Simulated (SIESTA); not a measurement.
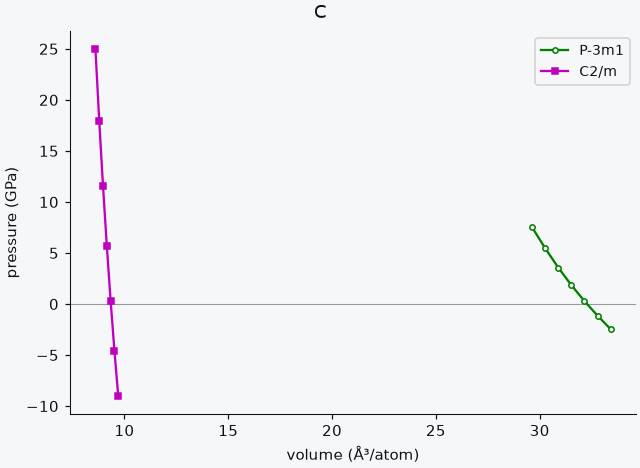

The picture above shows the pressure against volume, with one curve for each structure, for C.

Computed with SIESTA 5.4.2: DFT in numerical atomic orbitals with pseudopotentials, no spin polarisation; energies at scaled volumes of the given cell, shape and fractions fixed, counted from the fit's minimum, third-order Birch-Murnaghan fit. Level: LDA.

occupations Fermi–Dirac; smearing width 0.05 eV; potentials PseudoDojo 0.4 standard, converted to PSML, two zetas on semicore shells.

Settings that differ: P-3m1: k mesh 12×12×2; C2/m: k mesh 13×13×8.

**Order the curves by fitted equilibrium volume, smallest first.**

C2/m 9.347, P-3m1 32.275 Å³/atom.

**Order the curves by fitted bulk modulus, smallest first.**

P-3m1 75.3, C2/m 259.5 GPa.

**For P-3m1: what does the pressure do across the range?**

It falls from 7.52 GPa at volume 29.63 Å³/atom to −2.46 GPa at 33.42 Å³/atom, and changes sign near 32.28 Å³/atom.

Note: mulliken charges of long orbitals; shape and atomic fractions are frozen while scaling, which makes layered, chain and framework solids too stiff.
